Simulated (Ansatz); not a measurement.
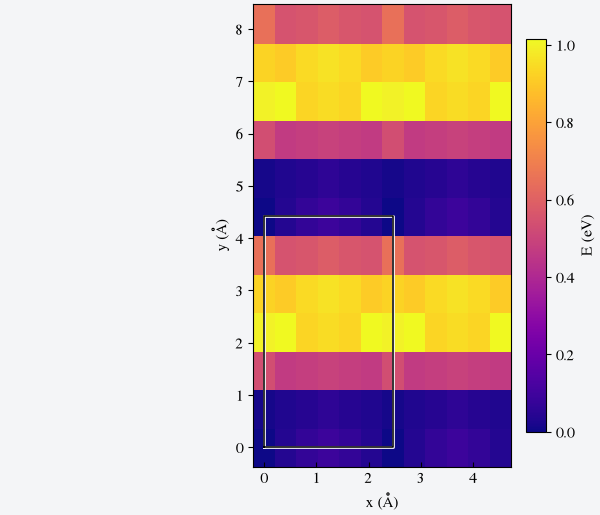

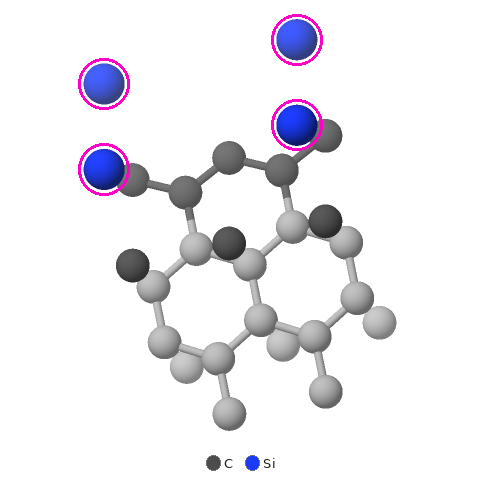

Energy landscape of Si on a C(10−1) slab cut from the C2/m phase, its upper half relaxed before the scan (16 atoms of substrate and one adsorbate in a 2 × 1 cell). 
- Si is moved over the surface cell at a fixed height above a rigid substrate; the origin of the map has the adsorbate above C15; the height is held at 2.80 Å.
- Places are given modulo a cell vector. The map is drawn in real space over the plane of the surface.
- The scan uses a 6 × 6 grid; 24 points were computed and 12 follow by symmetry.
- Places are given in fractions of the 1 × 1 surface cell.
- All energies are given in eV relative to the lowest grid point.
- Energies and slopes of some neighbouring points disagree (a jump in structure or state, or too coarse a mesh). The magnetic moment jumps between some neighbouring points. At a fixed height the lowest place need not be the adsorption site.
- The calculation used DFT PBE+D3(BJ), scalar-relativistic, plane waves, PAW in Ansatz 0.2.0. Settings: cutoff 420 eV, k-mesh 6×6×1, gaussian smearing 0.05 eV, spin-polarised.

In the figure: one coloured cell a grid point, the outline of one cell of the 2 × 2 shown. The second picture is the structure at the lowest point; rings mark the moved atoms.

Question: Where are the lowest and the highest points?

Answer: The lowest grid point is at the top site over a surface C atom, (0/6, 0/6) of the cell vectors. The highest grid point, (1/6, 3/6) of the cell vectors [nearest 2 C at 3.59 Å], lies 1.02 eV above the lowest. At the lowest point the adsorbate has 1 C at 2.80 Å as nearest neighbours, at the highest 2 C at 3.59 Å.

Time for the 24 points that were run: 20 min on 2 threads of AMD EPYC 9R45 96-Core Processor (Zen 5) (shared host).

PAW datasets: the set soft_1.
